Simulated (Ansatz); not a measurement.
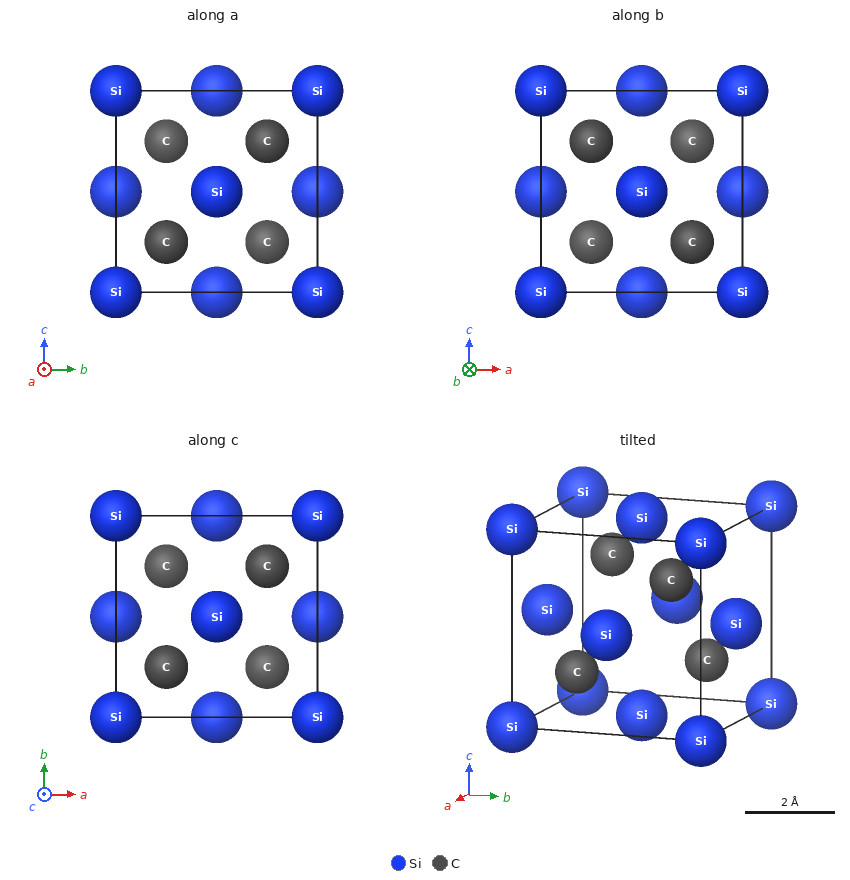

Spheres-only drawing of the structure, looking along the a axis, along the b axis, along the c axis and slightly off an axis. One conventional unit cell is framed, with atoms on its boundary repeated.

Lattice parameters: a = 4.530 Å, b = 4.530 Å, c = 4.530 Å, α = 90.00°, β = 90.00°, γ = 90.00°.

> Give the atomic positions as a table of Wyckoff sites.

Space group F-43m (No. 216).
```
atom  site       x       y       z
  Si    4a  0.0000  0.0000  0.0000
   C    4d  0.2500  0.2500  0.7500
```

Origin of the cell: a structure type filled with these elements by a generator (whether the compound takes this form wasn't checked). The cell was then strained or its atoms displaced on purpose. Ansatz was used for an electronic-structure calculation on it.

At this level of theory the cell isn't at rest (stretched, at -22 GPa), so its distances can differ from those at equilibrium, the more so the softer the solid.
